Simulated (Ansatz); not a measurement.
```
CELL_PARAMETERS angstrom
3.22432 0.00000 0.00000
0.00000 3.22432 0.00000
0.00000 0.00000 3.22432
ATOMIC_POSITIONS crystal
Al 0.00000 0.00000 0.00000
Al 0.50000 0.50000 0.50000
```

Space group Im-3m; a structure from a database of computed crystals, not necessarily the ambient phase.

Level of theory: Ansatz, Kohn-Sham DFT of a periodic cell, HSE06, Ansatz PAW.

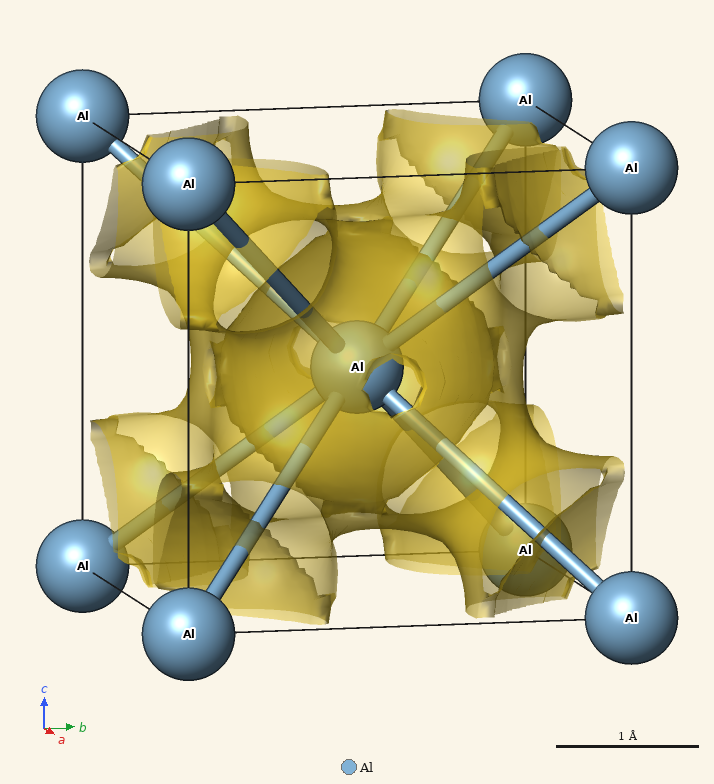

Al. Isosurface of the ELF at 0.55 (yellow), seen slightly off an axis. Only the valence region is drawn (cores and ρ < 0.01 e/Å³ removed). Sticks mark near contacts.

> Describe the localisation domains.

The ELF exceeds this value in one network that runs through the whole crystal, counted in one cell of 2 atoms. Regions shared between cells count once. There are no localised bonds or lone pairs at this value. Along the contacts the grid gives the following. Al–Al (2.79 Å): the ELF peaks at about 0.65 between the atoms.
